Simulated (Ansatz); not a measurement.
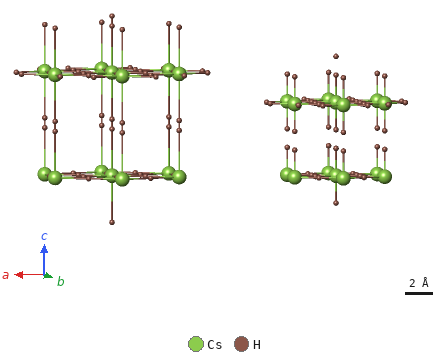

Two geometries of crystalline CsH5 (a generated structure, set up in P6/mmm) (coarse preliminary run), drawn at one scale. One is the start of a relaxation, the other its converged end. A ball-and-stick model of the atoms within 5.8 Å of the atom that moves most (axes of the cell of the calculation), seen from a free direction.

Level of theory: DFT PBE, scalar-relativistic, plane waves, PAW (Ansatz 0.2.0). Set-up: plane-wave cutoff 420 eV; k-point mesh 6 × 6 × 4; occupations gaussian; smearing width 0.1 eV; no spin polarisation; cell and atoms relaxed; force threshold 0.04 eV/Å; at most 70 steps.

Q: Which of the two is the end point?

A: The left one is the relaxed one. The largest moves relative to the cell, 0.62 Å, are those of H atoms. Cs stays in place. The drawn cell changes as follows: a = b 3.958 → 5.458 Å (+37.9 %), c 5.534 → 7.787 Å (+40.7 %); the volume changes by +167.6 %. Among the contacts that change: Cs–H 2.062 → 3.519 Å, Cs–H 1.979 → 2.729 Å, H–H 1.409 → 0.748 Å. The space group stays P6/mmm (No. 191). After 14 accepted moves (16 points after the start) the energy has fallen by 937 meV per atom. Largest force component: 3.4 eV/Å at the start, 0.021 eV/Å at the end. Pressure: 13.50 GPa at the start and 0.04 GPa at the end. The SCF was repeated twice at an unchanged geometry on a basis and grid sized afresh for the cell, which shifted the energy by 48.3 meV per atom at most.
